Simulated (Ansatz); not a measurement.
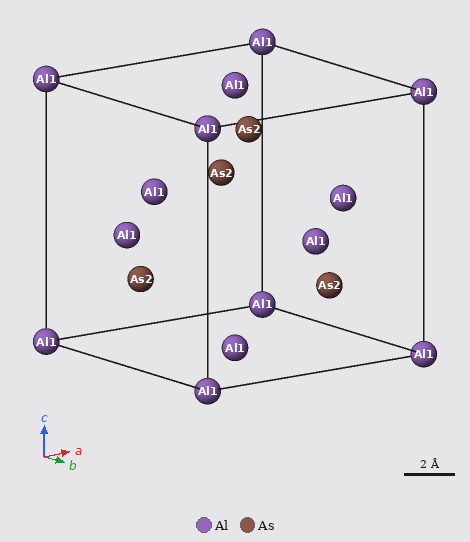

**Figure 1.** The input geometry of the first run (ball-and-stick view of the cell 4 times as large as that of the calculation, set on its symmetry axes, seen at an oblique angle; atoms are numbered from 1 in the order of the input). An atom can appear more than once, as a periodic image.

# Mending a single-point calculation on AlAs

System: AlAs (F-43m, 2 atoms in the cell).
Method of the first run: DFT, PBE, plane waves, PAW, no spin polarisation (Ansatz 0.2.0).

The structure derives from an entry of the Crystallography Open Database. Some settings of this run were made unusual or wrong on purpose. Text and figures count atoms from 1; the logs count them from 0 in places.

## Input, the first run
```yaml
crystal:
  lattice:
    - [0.0, 5.41272121, 5.41272121]
    - [5.41272121, 0.0, 5.41272121]
    - [5.41272121, 5.41272121, 0.0]
  atoms:
    - { symbol: Al, position: [0.0, 0.0, 0.0] }
    - { symbol: As, position: [0.75, 0.75, 0.75] }
basis:
  ecutwfc: 420
  ecutrho_ratio: 4
kpoints:
  mp_grid: { grid: [10, 10, 10] }
hamiltonian:
  xc: pbe
scf:
  occupations: { method: gaussian, width: 0.05 }
  max_iter: 75
output:
  forces: true
  stress: true
```

Launched with:
```bash
ansatz run input.yaml --threads 4 --pin off --max-ram 7168MiB --backend cpu --events-out ev --progress --plain --runs-dir out
```

Hardware: 4 threads of Arm Neoverse V2, 24 GiB of memory available, shared host.

## Output, shortened to warnings, some set-up lines, iterations and results (the first run)
```
Basis set: ecut = 420 eV, 6183 PW (Γ), exchange–correlation on 108×108×108 points (8 copies of the dense FFT grid, shifted against one another)
Symmetry: 24 space group operations
k-points: 47 of 1000 (time reversal used)
Initial density: superposition of atomic densities (neutral atoms: chi_scale 0, normalization atom), corrected by the library's trained network
[...]
SCF iter   1: F=—  HF=-5387.575253 eV  |F-HF|=—  |Δ(HF+E_count)|=         —  Δρ=7.55e-3  dr2=1.13e0  ethr=1.77e-3  ⟨swp⟩=7.0  Hψ=3730  notcnv=0
SCF iter   2: F=—  HF=-5387.297039 eV  |F-HF|=—  |Δ(HF+E_count)|=   2.78e-1  Δρ=4.41e-3  dr2=3.30e-1  ethr=1.77e-3  ⟨swp⟩=3.0  Hψ=1456  notcnv=0
SCF iter   3: F=—  HF=-5387.316113 eV  |F-HF|=—  |Δ(HF+E_count)|=   1.91e-2  Δρ=1.39e-3  dr2=2.68e-2  ethr=1.77e-3  ⟨swp⟩=2.1  Hψ=762  notcnv=0
SCF iter   4: F=—  HF=-5387.322236 eV  |F-HF|=—  |Δ(HF+E_count)|=   6.12e-3  Δρ=3.36e-4  dr2=8.73e-4  ethr=1.49e-4  ⟨swp⟩=2.3  Hψ=1287  notcnv=0
SCF iter   5: F=—  HF=-5387.322754 eV  |F-HF|=—  |Δ(HF+E_count)|=   5.18e-4  Δρ=2.61e-4  dr2=8.87e-4  ethr=4.85e-6  ⟨swp⟩=2.0  Hψ=1046  notcnv=0
SCF iter   6: F=—  HF=-5387.322416 eV  |F-HF|=—  |Δ(HF+E_count)|=   3.38e-4  Δρ=4.43e-5  dr2=2.48e-5  ethr=4.85e-6  ⟨swp⟩=2.0  Hψ=1048  notcnv=0
SCF iter   7: F=—  HF=-5387.322433 eV  |F-HF|=—  |Δ(HF+E_count)|=   1.69e-5  Δρ=9.27e-6  dr2=6.33e-7  ethr=1.38e-7  ⟨swp⟩=2.0  Hψ=771  notcnv=0
SCF iter   8: F=-5387.322434 eV  HF=-5387.322434 eV  |F-HF|=1.10e-7  |Δ(HF+E_count)|=   9.15e-7  Δρ=3.80e-6  dr2=1.74e-7  ethr=1.76e-9  ⟨swp⟩=4.9  Hψ=2005  notcnv=0
SCF 1 converged in 8 iterations: F = -5387.322434 eV  dr2 = 1.74e-7
SCF converged after 8 iterations
Free energy (F): -5387.322434 eV
Harris-Foulkes:  -5387.322434 eV  (|F-HF|=1.10e-7)
Internal energy: -5387.303070 eV  (E = F + TS)
E sigma→0 (E₀):  -5387.312752 eV
Entropy (-TS):   -0.019364 eV (-9.682 meV/atom)
Fermi energy:    -2.649206 eV
--- Per-component energies (eV) ---
  E_band       = -424.652604
  E_kinetic    = 112.831499
  E_local      = -3324.030845  (includes V_loc(G=0)·N_el)
  E_nonlocal   = -659.444258
  E_hartree    = 1655.388490
  E_xc         = -109.555790
  E_vxc        = -95.162905  (∫ρ·V_xc dr)
  E_paw        = -2300.950349  (= ΣΔE_a)
  E_vpaw       = 230.360808  (= ΣTr[D̂ρ^β])
  E_aug_tail   = 0.000006  (compensation charges beyond the density's cutoff)
  E_ewald      = -761.541824
  E_smearing   = -0.019364  (= −TS)
  E_closure    = -0.000000  (closes the sum)
  Σ components = -5387.322434   (vs F -5387.322434, Δ=0.00e0)
--- Forces (eV/Å), atoms counted from 1 ---
  atom   1  Al     0.00000000    -0.00000000    -0.00000000
  atom   2  As    -0.00000000     0.00000000    -0.00000000
  max |Σ_I F_I| component: 1.79e-17 eV/Å
--- Stress (GPa, compression-positive) ---
       -1.053385      -0.000000       0.000000
        0.000000      -1.053385       0.000000
       -0.000000       0.000000      -1.053385
  P = ⅓ Tr σ = -1.0534 GPa (-10.534 kbar)
```

Question: What should be changed in this input?

Answer: This input holds a deliberate fault: a lattice typed in bohr (`crystal.lattice`). Numbers in bohr are read as ångström, so the cell is 1.89 times too large and the atoms hardly bond. The program still converged, but the numbers can't be taken as results for the intended system.

A run of the same system that converges differs from this input as follows (lines with − go, lines with + come):
```diff
-    - [0.0, 5.41272121, 5.41272121]
-    - [5.41272121, 0.0, 5.41272121]
-    - [5.41272121, 5.41272121, 0.0]
+    - [0.0, 2.8398033913, 2.8398033913]
+    - [2.8398033913, 0.0, 2.8398033913]
+    - [2.8398033913, 2.8398033913, 0.0]
-  max_iter: 75
+  eigenvalues: true
```

## Output, shortened to warnings, some set-up lines, iterations and results (the second run)
```
Basis set: ecut = 420 eV, 893 PW (Γ), exchange–correlation on 54×54×54 points (8 copies of the dense FFT grid, shifted against one another)
Symmetry: 24 space group operations
k-points: 47 of 1000 (time reversal used)
Initial density: superposition of atomic densities (neutral atoms: chi_scale 0, normalization atom), corrected by the library's trained network
[...]
SCF iter   1: F=—  HF=-5394.610085 eV  |F-HF|=—  |Δ(HF+E_count)|=         —  Δρ=1.73e-3  dr2=2.54e-3  ethr=1.77e-3  ⟨swp⟩=5.5  Hψ=3690  notcnv=0
SCF iter   2: F=—  HF=-5394.609176 eV  |F-HF|=—  |Δ(HF+E_count)|=   9.09e-4  Δρ=5.21e-4  dr2=1.21e-4  ethr=1.41e-5  ⟨swp⟩=1.8  Hψ=1084  notcnv=0
SCF iter   3: F=—  HF=-5394.609218 eV  |F-HF|=—  |Δ(HF+E_count)|=   4.21e-5  Δρ=2.12e-4  dr2=1.50e-5  ethr=6.71e-7  ⟨swp⟩=1.8  Hψ=716  notcnv=0
SCF iter   4: F=—  HF=-5394.609184 eV  |F-HF|=—  |Δ(HF+E_count)|=   3.33e-5  Δρ=2.62e-5  dr2=1.64e-7  ethr=8.34e-8  ⟨swp⟩=2.0  Hψ=798  notcnv=0
SCF iter   5: F=-5394.609185 eV  HF=-5394.609185 eV  |F-HF|=1.01e-8  |Δ(HF+E_count)|=   2.40e-7  Δρ=2.72e-6  dr2=3.50e-9  ethr=9.14e-10  ⟨swp⟩=2.8  Hψ=1019  notcnv=0
SCF iter   6: F=-5394.609185 eV  HF=-5394.609185 eV  |F-HF|=5.28e-10  |Δ(HF+E_count)|=   3.42e-9  Δρ=1.06e-6  dr2=3.11e-10  ethr=1.94e-11  ⟨swp⟩=1.1  Hψ=1837  notcnv=0
SCF 1 converged in 6 iterations: F = -5394.609185 eV  dr2 = 3.11e-10
SCF converged after 6 iterations
Free energy (F): -5394.609185 eV
Harris-Foulkes:  -5394.609185 eV  (|F-HF|=5.28e-10)
Internal energy: -5394.609185 eV  (E = F + TS)
E sigma→0 (E₀):  -5394.609185 eV
Fermi energy:    6.988845 eV
--- Per-component energies (eV) ---
  E_band       = -268.103504
  E_kinetic    = 126.513336
  E_local      = -2121.254542  (includes V_loc(G=0)·N_el)
  E_nonlocal   = -659.968784
  E_hartree    = 1133.654762
  E_xc         = -118.979148
  E_vxc        = -108.282447  (∫ρ·V_xc dr)
  E_paw        = -2303.061095  (= ΣΔE_a)
  E_vpaw       = 227.579705  (= ΣTr[D̂ρ^β])
  E_aug_tail   = 0.000006  (compensation charges beyond the density's cutoff)
  E_ewald      = -1451.513719
  E_smearing   = -0.000000  (= −TS)
  E_closure    = -0.000000  (closes the sum)
  Σ components = -5394.609185   (vs F -5394.609185, Δ=0.00e0)
--- Forces (eV/Å), atoms counted from 1 ---
  atom   1  Al    -0.00000000     0.00000000    -0.00000000
  atom   2  As     0.00000000    -0.00000000     0.00000000
  max |Σ_I F_I| component: 1.56e-16 eV/Å
--- Stress (GPa, compression-positive) ---
        1.825894      -0.000000      -0.000000
       -0.000000       1.825894       0.000000
       -0.000000       0.000000       1.825894
  P = ⅓ Tr σ = 1.8259 GPa (18.259 kbar)
```

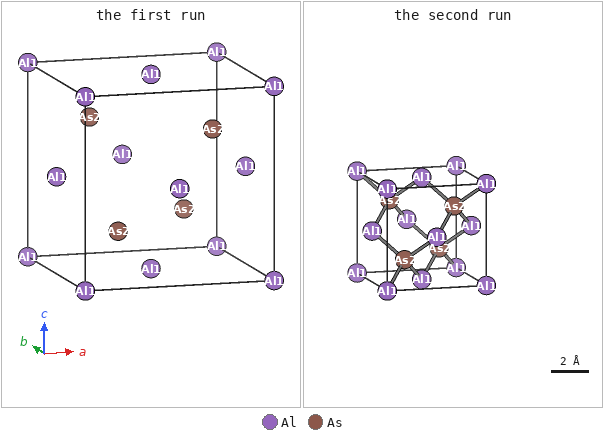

**Figure 2.** The two input geometries at one scale (ball-and-stick view of the cell 4 times as large as that of the calculation, set on its symmetry axes, seen slightly off an axis). No atom moves by more than 0.005 Å relative to the cell. The volume changes by −85.6 %, with a = b = c 10.825 → 5.680 Å (−47.5 %). Among the contacts that change: Al1–As2 4.688 → 2.459 Å.

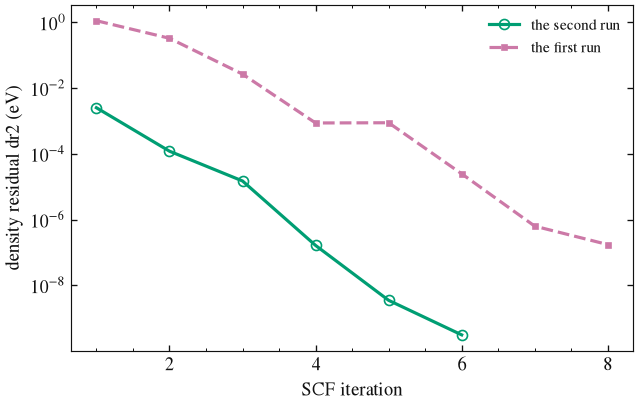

**Figure 3.** Convergence of the two runs: density residual dr2 against the SCF iteration. The second run takes 6 iterations in all, and the first run takes 8.

## The two runs side by side

| quantity | the first run | the second run |
| --- | --- | --- |
| outcome | converged | converged |
| free energy per atom (eV) | −2693.6612 | −2697.3046 |
| energy per atom, smearing taken to zero (eV) | −2693.6564 | −2697.3046 |
| gap on the mesh (eV) | – | 1.46 |
| pressure (GPa) | −1.05 | 1.83 |
| volume per atom (Å³) | 158.58 | 22.90 |
| largest force (eV/Å) | 0.000 | 0.000 |
| SCF iterations | 8 | 6 |
| irreducible k-points | 47 | 47 |
| plane waves at Γ | 6183 | 893 |
| wall time (shared host) | 4.2 s | 0.75 s |

With the same functional and potentials, the second run lies 3643.4 meV per atom lower. The pressure goes from −1.05 to 1.83 GPa. The volume per atom goes from 158.58 to 22.90 Å³. The SCF takes 6 iterations against 8. The plane waves at Γ go from 6183 to 893.
